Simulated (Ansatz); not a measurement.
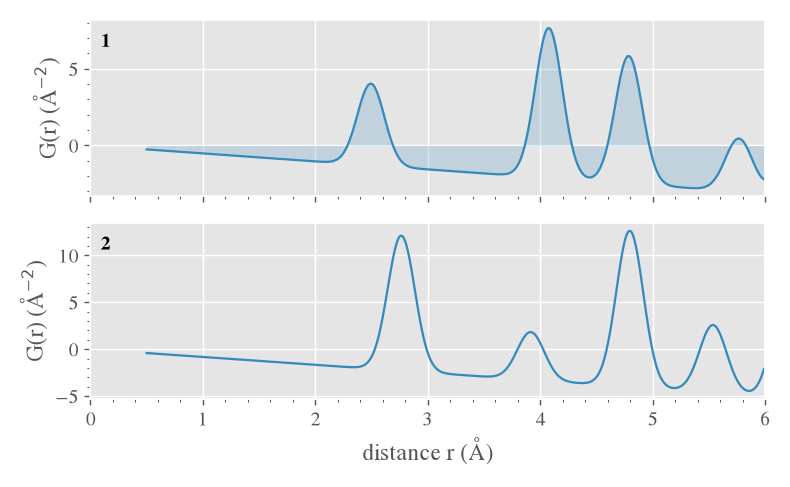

Computed X-ray G(r), with each pair weighted by the product of the atomic numbers (X-ray weights at Q = 0) and a uniform peak width σ = 0.12 Å. No termination ripples are included.

Candidate structures:

A. 
```
Pt
1.0
     3.91815    0.00000    0.00000
     0.00000    3.91815    0.00000
     0.00000    0.00000    3.91815
Pt
4
Direct
  0.00000 0.00000 0.00000
  0.00000 0.50000 0.50000
  0.50000 0.00000 0.50000
  0.50000 0.50000 0.00000
```

B. 
```cif
data_structure
_symmetry_space_group_name_H-M 'P 1'
_symmetry_Int_Tables_number 1
_cell_length_a 5.7748
_cell_length_b 5.7748
_cell_length_c 5.7748
_cell_angle_alpha 90.000
_cell_angle_beta 90.000
_cell_angle_gamma 90.000
_cell_volume 192.58
loop_
_atom_site_label
_atom_site_type_symbol
_atom_site_fract_x
_atom_site_fract_y
_atom_site_fract_z
_atom_site_occupancy
Pt1 Pt 0.00000 0.00000 0.50000 1
Pt2 Pt 0.25000 0.75000 0.25000 1
Pt3 Pt 0.00000 0.50000 0.00000 1
Pt4 Pt 0.25000 0.25000 0.75000 1
Pt5 Pt 0.50000 0.00000 0.00000 1
Pt6 Pt 0.75000 0.75000 0.75000 1
Pt7 Pt 0.50000 0.50000 0.50000 1
Pt8 Pt 0.75000 0.25000 0.25000 1
```

Origins: A, the geometry relaxed with DFT PBEsol, scalar-relativistic, plane waves, PAW (Ansatz 0.2.0); the starting structure was generated, so it need not be a known form of this composition; B, the end point of a relaxation with DFT PBE, scalar-relativistic, plane waves, PAW (Ansatz 0.2.0); the starting structure was generated, so it need not be a known form of this composition.

Match each curve to its structure.

Answer. curve 1 is B (Pt, first clear peaks at 2.49 Å (Pt–Pt) and 4.08 Å (Pt–Pt)); curve 2 is A (Pt, first clear peaks at 2.76 Å (Pt–Pt) and 3.92 Å (Pt–Pt)).
